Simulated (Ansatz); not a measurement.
## Single-point calculation, with input and output: MgO

MgO (Amm2, 8 atoms in the cell), computed with DFT PBEsol, scalar-relativistic, plane waves, PAW, no spin polarisation (Ansatz 0.2.0).

The structure derives from an entry of the Crystallography Open Database. It belongs to a series of runs on one base structure; here: atom 1 (Mg) moved -0.040 A along Cartesian [1 1 0]. Figures and captions count atoms from 1; the log counts them from 0 in places.

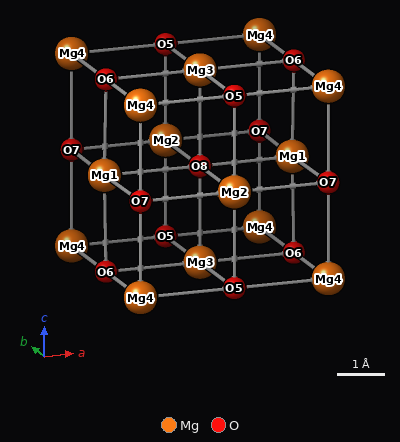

Fig. 1: The structure (ball-and-stick view of the cell of the calculation, seen slightly off an axis; atoms are numbered from 1 in the order of the input). An atom can appear more than once, as a periodic image.

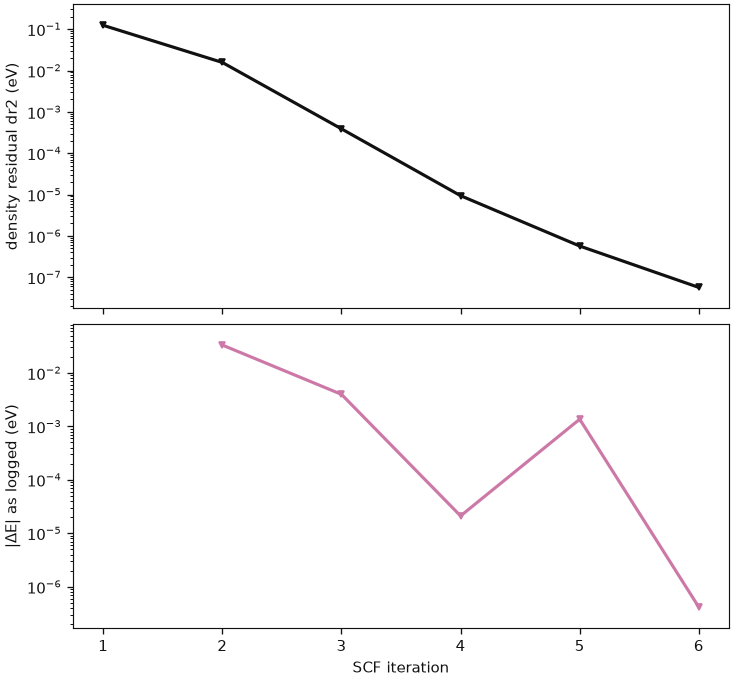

Fig. 2: Convergence of the self-consistent field: density residual dr2 and size of the energy change against the SCF iteration. The residual falls at every step.

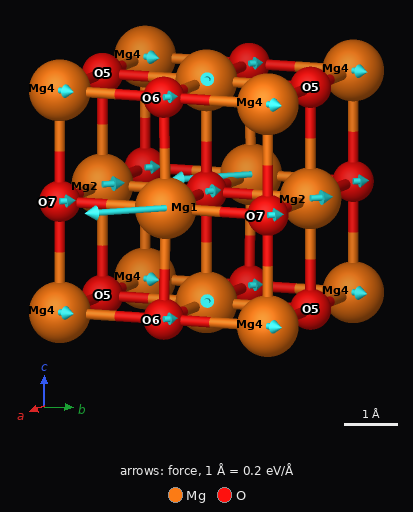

Fig. 3: Forces on the atoms as teal arrows (ball-and-stick view of the cell of the calculation, seen slightly off an axis; atoms are numbered from 1 in the order of the input); the smallest are left out. The largest act on Mg1 (0.34 eV/Å). The geometry is not a stationary point of this energy.

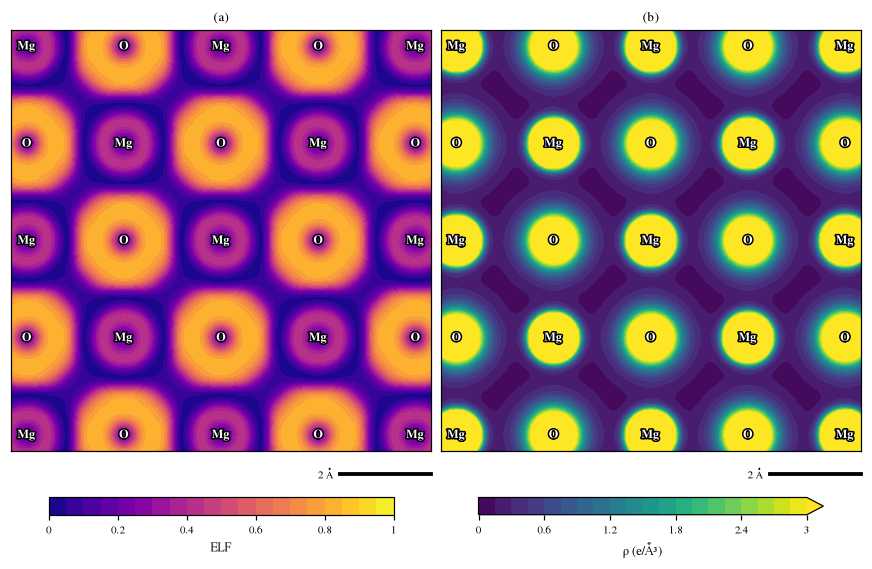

Fig. 4: (a) electron localisation function; (b) valence charge density (pseudo) on the (011̄) plane of the conventional cell. The section cuts through Mg and O sites. Mg–O (2.14 Å): ρ at the midpoint is about 0.32 e/Å³; the ELF is about 0.35 at the midpoint. Away from the nuclei the density in this plane falls to 0.11 e/Å³ at its lowest. The fields are those of the smooth PAW valence density.

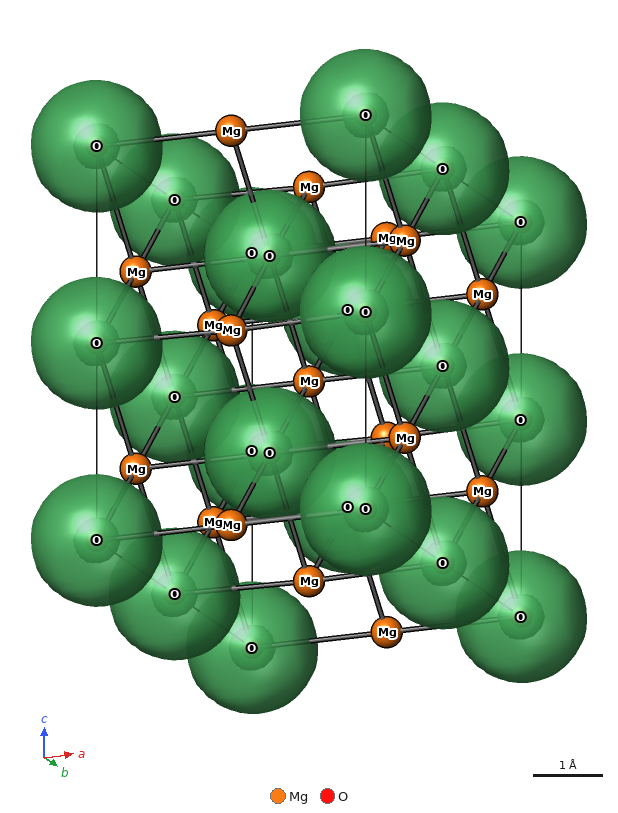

Fig. 5: Isosurface of the ELF at 0.65 (green), seen at an oblique angle. Only the valence region is drawn (cores and ρ < 0.01 e/Å³ removed). Sticks mark near contacts. The outline is the cell set on symmetry axes. Along the contacts the grid gives the following. Mg–O (2.11 Å): the ELF is about 0.35 at the midpoint. Mg–O (2.16 Å): the ELF is about 0.35 at the midpoint, as expected for ionic bonding with no shared pair.

The input and output of the run follow.

The input:
```yaml
crystal:
  lattice:
    - [4.2703, 0.0, 0.0]
    - [0.0, -4.2703, 0.0]
    - [0.0, 0.0, -4.2703]
  atoms:
    - { symbol: Mg, position: [-0.0066234858, 0.5066234858, 0.5] }
    - { symbol: Mg, position: [0.5, 0.0, 0.5] }
    - { symbol: Mg, position: [0.5, 0.5, 0.0] }
    - { symbol: Mg, position: [0.0, 0.0, 0.0] }
    - { symbol: O, position: [0.5, 0.0, 0.0] }
    - { symbol: O, position: [0.0, 0.5, 0.0] }
    - { symbol: O, position: [0.0, 0.0, 0.5] }
    - { symbol: O, position: [0.5, 0.5, 0.5] }
basis:
  ecutwfc: 420
kpoints:
  mp_grid: { grid: [6, 6, 6] }
hamiltonian:
  xc: pbesol
scf:
  occupations: { method: gaussian, width: 0.05 }
output:
  forces: true
  stress: true
  eigenvalues: true
  write_density: true
  write_potential: true
  elf: true
  volumetric_format: npy
```

Launch command:
```bash
ansatz run input.yaml --threads 2 --pin off --max-ram 5120MiB --backend cpu --events-out ev --progress --plain --runs-dir out
```

The program's output:
```
Engine: ansatz 0.2.0, x86_64-unknown-linux-gnu
Pseudopotentials: kind: paw
Pseudopotential: Mg, paw, valence charge 10, recommended cutoff 420 eV (normal), Mg.paw.azcp
Pseudopotential: O, paw, valence charge 6, recommended cutoff 420 eV (normal), O.paw.azcp
Functional definition: PBEsol
  exchange = pbesol_x
  correlation = pbesol_c
Crystal: 8 atoms, lattice volume = 77.871 Å³
Basis set: ecut = 420 eV, 1503 PW (Γ), exchange–correlation on 60×60×60 points (8 copies of the dense FFT grid, shifted against one another)
Bands: 40, of which v1, the nominal top of the filled ones, is band 32 counted from 1 (31 counted from 0)
Symmetry: 4 space group operations
Space group: Amm2 (ITA 38), of the structure as read, at distance tolerance 4.3e-5 Å
k-points: 52 of 216 (time reversal used)
Non-local potential: Mg, projectors of the file, l = 0: 3, l = 1: 2, l = 2: 1
Non-local potential: O, projectors of the file, l = 0: 2, l = 1: 2, l = 2: 1
PAW form: soft (Blöchl's): semilocal exchange-correlation on the pseudo side does not see the compensation charge
PAW frozen core: Mg, regenerated for the run's functional, and the local potential with it (the file was generated under x = pbe(κ = 0.804, μ = 0.2195149727645171), c = pbe(β = 0.06672455060314922))
PAW frozen core: O, regenerated for the run's functional, and the local potential with it (the file was generated under x = pbe(κ = 0.804, μ = 0.2195149727645171), c = pbe(β = 0.06672455060314922))
PAW one-centre angular grid: Mg, 110 points (default); XC on 64 Gauss nodes
PAW one-centre angular grid: O, 110 points (default); XC on 64 Gauss nodes
Initial density: superposition of atomic densities (neutral atoms: chi_scale 0, normalization atom), corrected by the library's trained network
Initial wavefunctions: pseudopotential atomic-orbital guess
Functional: x = pbesol(κ = 0.804, μ = 0.12345679012345678), c = pbesol(β = 0.046)
SCF iter   1: F=—  HF=-9903.461209 eV  |F-HF|=—  |Δ(HF+E_count)|=         —  Δρ=1.41e-2  dr2=1.24e-1  ethr=1.77e-3  ⟨swp⟩=5.8  Hψ=8612  notcnv=0  defer=5
preconditioner: auto → Resta (q_TF=auto, 2.641 Å⁻¹)  ε∞=3.4  [insulator: Δε(μ)=4.123 eV  Ē_g=15.284 eV  σ=0.050 eV  W_gap=1.00  n_scr=26 (ndim 8)  ℏωp=23.8 eV  f_vac=0.000  D(μ)=0.00/eV (n_scr^D=0)  ε∞_Penn≈3.4]
SCF iter   2: F=—  HF=-9903.428010 eV  |F-HF|=—  |Δ(HF+E_count)|=   3.32e-2  Δρ=4.52e-3  dr2=1.57e-2  ethr=1.94e-4  ⟨swp⟩=2.1  Hψ=2996  notcnv=0  defer=152
SCF iter   3: F=—  HF=-9903.424036 eV  |F-HF|=—  |Δ(HF+E_count)|=   3.97e-3  Δρ=9.30e-4  dr2=3.89e-4  ethr=2.46e-5  ⟨swp⟩=2.0  Hψ=2729  notcnv=0  defer=152
SCF iter   4: F=—  HF=-9903.424015 eV  |F-HF|=—  |Δ(HF+E_count)|=   2.11e-5  Δρ=1.31e-4  dr2=9.41e-6  ethr=6.08e-7  ⟨swp⟩=2.0  Hψ=2701  notcnv=0  defer=152
SCF iter   5: F=—  HF=-9903.422657 eV  |F-HF|=—  |Δ(HF+E_count)|=   1.36e-3  Δρ=3.74e-5  dr2=5.70e-7  ethr=1.47e-8  ⟨swp⟩=2.0  Hψ=3592  notcnv=0  defer=152
SCF iter   6: F=-9903.422658 eV  HF=-9903.422658 eV  |F-HF|=4.51e-8  |Δ(HF+E_count)|=   4.14e-7  Δρ=9.82e-6  dr2=5.69e-8  ethr=1.56e-10  ⟨swp⟩=12.2  Hψ=13998  notcnv=0
SCF 1 converged in 6 iterations: F = -9903.422658 eV  dr2 = 5.69e-8
  greatest PAW one-centre occupation: 1.000 electrons in one spin orbital (limit 2), on the Mg atom at site 0 (counted from 0), in its partial waves of l = 0
SCF converged after 6 iterations
Free energy (F): -9903.422658 eV
Harris-Foulkes:  -9903.422658 eV  (|F-HF|=4.51e-8)
Internal energy: -9903.422658 eV  (E = F + TS)
E sigma→0 (E₀):  -9903.422658 eV
Fermi energy:    9.637597 eV
--- Per-component energies (eV) ---
  E_band       = -1202.243891
  E_kinetic    = 1015.235688
  E_local      = -6507.960716  (includes V_loc(G=0)·N_el)
  E_nonlocal   = 574.705524
  E_hartree    = 2247.713339
  E_xc         = -414.062514
  E_vxc        = -533.440833  (∫ρ·V_xc dr)
  E_paw        = -1732.645292  (= ΣΔE_a)
  E_vpaw       = -246.205251  (= ΣTr[D̂ρ^β])
  E_aug_tail   = 0.009789  (compensation charges beyond the density's cutoff)
  E_ewald      = -5086.795076
  E_core_change = 0.376601  (= ΣΔE_core)
  E_smearing   = -0.000000  (= −TS)
  E_closure    = -0.000000  (closes the sum)
  Σ components = -9903.422658   (vs F -9903.422658, Δ=0.00e0)
--- Forces (eV/Å), atoms counted from 1 ---
  atom   1  Mg     0.23713469     0.23713469     0.00000000
  atom   2  Mg    -0.06625264    -0.06625264     0.00000000
  atom   3  Mg    -0.06609772     0.01909858     0.00000000
  atom   4  Mg     0.01909858    -0.06609772     0.00000000
  atom   5  O      0.00742104     0.00742104     0.00000000
  atom   6  O     -0.04109738    -0.04109738     0.00000000
  atom   7  O     -0.04095019    -0.04925612     0.00000000
  atom   8  O     -0.04925612    -0.04095019     0.00000000
  max |Σ_I F_I| component: 2.67e-7 eV/Å
--- Stress (GPa, compression-positive) ---
       -5.700086       0.001756       0.000000
        0.001756      -5.700086       0.000000
        0.000000       0.000000      -5.755445
  P = ⅓ Tr σ = -5.7185 GPa (-57.185 kbar)
--- Band table (eV; the first three rows and the last of 52) ---
  k-point 0: bands = ["-64.4849", "-64.4760", "-64.4755", "-64.4738", "-31.4677", "-31.4676", "-31.4674", "-31.4294", "-31.4293", "-31.4290", "-31.4283", "-31.4280", "-31.4278", "-31.4032", "-31.4032", "-31.4031", "-9.4753", "-8.0205", "-8.0202", "-8.0189", "3.5638", "3.5639", "3.5646", "6.2098", "6.2101", "6.2104", "6.2112", "6.2113", "6.2114", "7.5130", "7.5135", "7.5137", "11.7611", "16.4177", "16.4196", "16.4206", "16.9508", "16.9529", "16.9536", "20.0537"]
  k-point 1: bands = ["-64.4843", "-64.4765", "-64.4755", "-64.4740", "-31.4651", "-31.4648", "-31.4638", "-31.4316", "-31.4313", "-31.4294", "-31.4286", "-31.4268", "-31.4266", "-31.4079", "-31.4049", "-31.4048", "-9.3798", "-8.1183", "-8.0061", "-8.0048", "3.6941", "3.6953", "3.7119", "5.9573", "5.9582", "6.1031", "6.1047", "6.2847", "6.2853", "6.9807", "7.4078", "7.4085", "12.3747", "16.6420", "16.8081", "16.8122", "16.8771", "17.3581", "17.3605", "19.9192"]
  k-point 2: bands = ["-64.4826", "-64.4779", "-64.4755", "-64.4743", "-31.4580", "-31.4576", "-31.4530", "-31.4385", "-31.4383", "-31.4302", "-31.4295", "-31.4225", "-31.4220", "-31.4202", "-31.4095", "-31.4094", "-9.1169", "-8.3874", "-7.9770", "-7.9758", "4.0733", "4.0744", "4.1661", "5.3488", "5.3498", "5.8952", "5.8968", "5.9370", "6.4948", "6.4955", "7.1394", "7.1401", "13.6725", "16.2820", "17.3069", "17.7407", "17.7442", "18.3646", "18.3672", "19.4942"]
  k-point 51: bands = ["-64.4787", "-64.4779", "-64.4779", "-64.4757", "-31.4791", "-31.4787", "-31.4784", "-31.4782", "-31.4119", "-31.4119", "-31.4118", "-31.4114", "-31.4113", "-31.4101", "-31.4099", "-31.4098", "-8.2350", "-8.2349", "-8.2346", "-8.2329", "3.0193", "3.0200", "3.0204", "3.0223", "6.8967", "6.8977", "6.8978", "6.8978", "6.8987", "6.8990", "6.8994", "6.9001", "15.0093", "15.0109", "15.0112", "15.0120", "19.5485", "19.5530", "19.5531", "19.5536"]
```

Summary:

- outcome: converged
- space group (tolerance 0.01 Å): Amm2 (38)
- electrons treated: 64
- free energy: −9903.4227 eV
- Fermi energy: 9.638 eV
- gap on the k-point mesh: 4.25 eV
- pressure: −5.72 GPa
- largest force (length of the vector): 0.335 eV/Å
- hardware: 2 threads of Intel Xeon @ 2.90GHz (Ice Lake), 192 GiB of memory available, shared host
- wall time: 11 s (CPU time 21 s)
- peak memory: 0.44 GiB

Notes:

The cell is under a tension of 5.7 GPa at this level, so it is not at its equilibrium volume.
